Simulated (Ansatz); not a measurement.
Run report: FeO, single-point calculation (part 1 of 2)

The run: single-point calculation of FeO (Fm-3m, 4 atoms in the cell). Method and program: DFT LDA, scalar-relativistic, plane waves, PAW, spin-polarised (Ansatz 0.2.0).

The structure derives from an entry of the Crystallography Open Database. It belongs to a series of runs on one base structure; here: natural orbitals of the symmetric run, filled by rank. Figures and captions count atoms from 1; the log counts them from 0 in places.

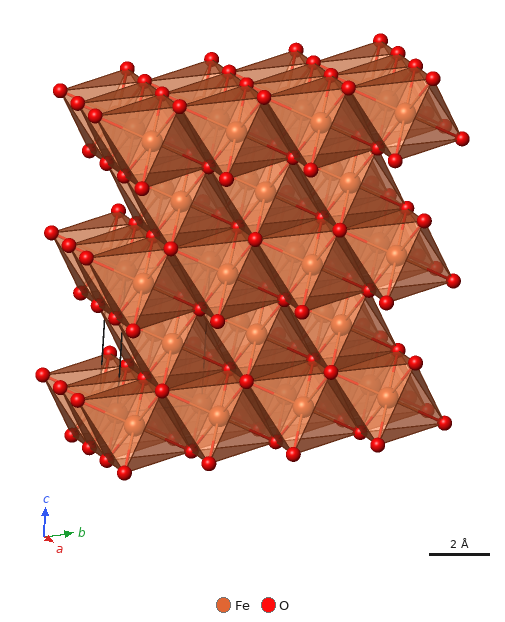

Figure 1. The structure (polyhedral view of the reduced cell, repeated 2 × 3 × 2, seen slightly off an axis; polyhedra are completed across the faces of the cell).

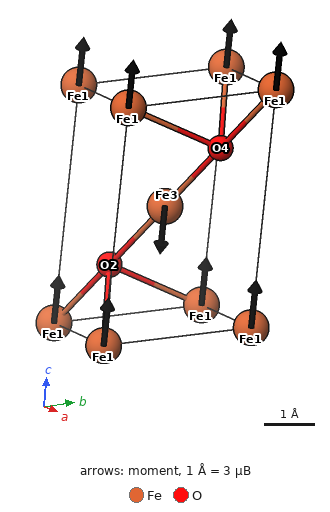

Figure 2. Magnetic moments of the sites as black arrows (ball-and-stick view of the reduced cell, seen slightly off an axis; atoms are numbered from 1 in the order of the input); small moments hardly show. The run is collinear, so the axis drawn is arbitrary. Site moments: Fe1 (3.23 μB); Fe3 (−3.23 μB). They are counted near the atoms and needn't add up to the moment of the cell.

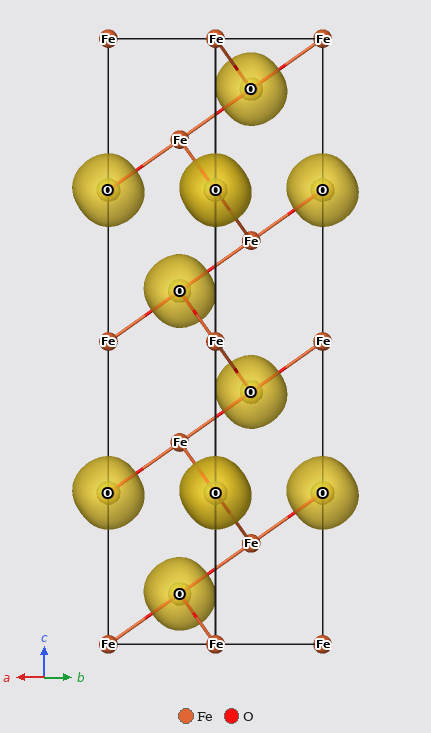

Figure 3. Isosurface of the ELF at 0.6 (yellow), seen along [110]. Core shells and regions of very low density are left out. Sticks mark near contacts. The outline is the cell set on symmetry axes of the magnetic structure. Along the contacts the grid gives the following. Fe–O (2.16 Å): the ELF is about 0.15 at the midpoint; a polar contact without a shared pair, in a metal. In a PAW calculation such maps are meaningful between the atoms, not at the nuclei.

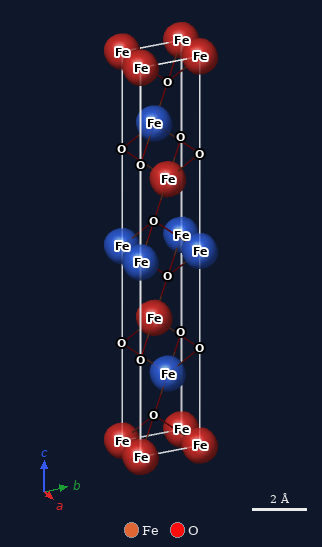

Figure 4. Isosurfaces of the spin density at +0.6 (red) and −0.6 e/Å³ (blue), seen slightly off an axis. Sticks mark near contacts. The outline is the cell set on symmetry axes of the magnetic structure. The cell of the calculation (4 atoms) carries 0.0 μB net.

These pictures come from the run below.

### Input file
```yaml
crystal:
  lattice:
    - [0.0, 2.15540016, 2.15540016]
    - [2.15540016, 0.0, 2.15540016]
    - [4.31080032, 4.31080032, 0.0]
  atoms:
    - { symbol: Fe, position: [0.0, 0.0, 0.0], spin: 4.0 }
    - { symbol: O, position: [0.5, 0.5, 0.25] }
    - { symbol: Fe, position: [0.0, 0.0, 0.5], spin: -4.0 }
    - { symbol: O, position: [0.5, 0.5, 0.75] }
basis:
  ecutwfc: 420
  ecutrho_ratio: 4
kpoints:
  mp_grid: { grid: [8, 8, 8] }
hamiltonian:
  xc: lda
  hubbard:
    sites:
      - { site: 0, l: d, u_eff: 0.0, starting_ns: [{ spin: up, occupation_matrix: s0up }, { spin: down, occupation_matrix: s0down }] }
      - { site: 2, l: d, u_eff: 0.0, starting_ns: [{ spin: up, occupation_matrix: s2up }, { spin: down, occupation_matrix: s2down }] }
    occupation_matrices:
      s0up:
        matrix:
          - [0.97, 0.0, 0.0, 0.0, 0.0]
          - [0.0, 0.97, 0.0, 0.0, 0.0]
          - [0.0, 0.0, 0.97, 0.0, 0.0]
          - [0.0, 0.0, 0.0, 0.97, 0.0]
          - [0.0, 0.0, 0.0, 0.0, 0.97]
      s0down:
        matrix:
          - [0.05012, 0.0462, 0.08733, -0.00542, -0.13387]
          - [0.0462, 0.09086, 0.13394, -0.00831, -0.20532]
          - [0.08733, 0.13394, 0.27315, -0.0157, -0.38807]
          - [-0.00542, -0.00831, -0.0157, 0.02097, 0.02407]
          - [-0.13387, -0.20532, -0.38807, 0.02407, 0.61489]
      s2up:
        matrix:
          - [0.05012, 0.0462, 0.08733, -0.00542, -0.13387]
          - [0.0462, 0.09086, 0.13394, -0.00831, -0.20532]
          - [0.08733, 0.13394, 0.27315, -0.0157, -0.38807]
          - [-0.00542, -0.00831, -0.0157, 0.02097, 0.02407]
          - [-0.13387, -0.20532, -0.38807, 0.02407, 0.61489]
      s2down:
        matrix:
          - [0.97, 0.0, 0.0, 0.0, 0.0]
          - [0.0, 0.97, 0.0, 0.0, 0.0]
          - [0.0, 0.0, 0.97, 0.0, 0.0]
          - [0.0, 0.0, 0.0, 0.97, 0.0]
          - [0.0, 0.0, 0.0, 0.0, 0.97]
    ns_hold: { iters: 10 }
scf:
  occupations: { method: gaussian, width: 0.05 }
  lower_state_search: "off"
  max_iter: 150
output:
  forces: true
  stress: true
  eigenvalues: true
  populations: true
  hubbard: { sites: [{ site: 0, l: d }, { site: 2, l: d }] }
  write_density: true
  write_potential: true
  elf: true
  volumetric_format: npy
magnetization:
  spin_polarized: true
```

Command:
```bash
ansatz run input.yaml --threads 2 --pin off --max-ram 3072MiB --backend cpu --events-out ev --progress --plain --runs-dir out
```

### Output
```
Warning: crystal.symmetry: narrowed to the stabiliser of the occupation matrices — unitary ops 12 → 2, anti-unitary 12 → 2; lowered by the specified shells (site 0, l: d), (site 2, l: d); largest admitted image defect 4.4e-16, smallest excluded 1.8e-1 — at a splitting's scale: the group the occupation matrices' own texture admits
Fe: projections on atomic orbitals take those of the free atom [Ne] 3s2 3p6 3d6 4s2, of charge +0.00 (hamiltonian.pseudopotentials.projection_atoms); the dataset's partial waves leave at most 1.1e-6 of an orbital's norm unspanned inside its sphere
O: projections on atomic orbitals take those of the free atom [He] 2s2 2p4, of charge +0.00 (hamiltonian.pseudopotentials.projection_atoms); the dataset's partial waves leave at most 1.9e-8 of an orbital's norm unspanned inside its sphere
Engine: ansatz 0.2.0, aarch64-unknown-linux-gnu
Pseudopotentials: kind: paw
Pseudopotential: Fe, paw, valence charge 16, recommended cutoff 420 eV (normal), Fe.paw.azcp
Pseudopotential: O, paw, valence charge 6, recommended cutoff 420 eV (normal), O.paw.azcp
Functional definition: SPW92
  exchange = slater_x
  correlation = pw_c
Crystal: 4 atoms, lattice volume = 40.054 Å³
Basis set: ecut = 420 eV, 779 PW (Γ)
Bands: 32, of which v1, the nominal top of the filled ones, is band 22 counted from 1 (21 counted from 0)
Symmetry: 2 space group operations
k-points: 260 of 512
Non-local potential: Fe, projectors of the file, l = 0: 3, l = 1: 2, l = 2: 3, l = 3: 1
Non-local potential: O, projectors of the file, l = 0: 2, l = 1: 2, l = 2: 1
PAW form: soft (Blöchl's): semilocal exchange-correlation on the pseudo side does not see the compensation charge
PAW frozen core: Fe, regenerated for the run's functional, and the local potential with it (the file was generated under x = pbe(κ = 0.804, μ = 0.2195149727645171), c = pbe(β = 0.06672455060314922))
PAW frozen core: O, regenerated for the run's functional, and the local potential with it (the file was generated under x = pbe(κ = 0.804, μ = 0.2195149727645171), c = pbe(β = 0.06672455060314922))
PAW one-centre angular grid: Fe, 590 points (default); XC on 64 Gauss nodes
PAW one-centre angular grid: O, 110 points (default); XC on 64 Gauss nodes
Initial density: superposition of atomic densities (chi_scale 0.1, normalization cell, long waves kept (reshape's long-wave potential 0.00 eV rms))
Starting moments: Σ|m| = 8 μB on 2 of 4 sites
Initial wavefunctions: pseudopotential atomic-orbital guess
Functional: x = slater, c = lda
the translation (0, 0, 0.5) carries every atom to within crystal.symmetry.tolerance of an atom of its element with the starting moment reversed, but both spin channels are solved: the dense FFT box has an odd point count along it
```
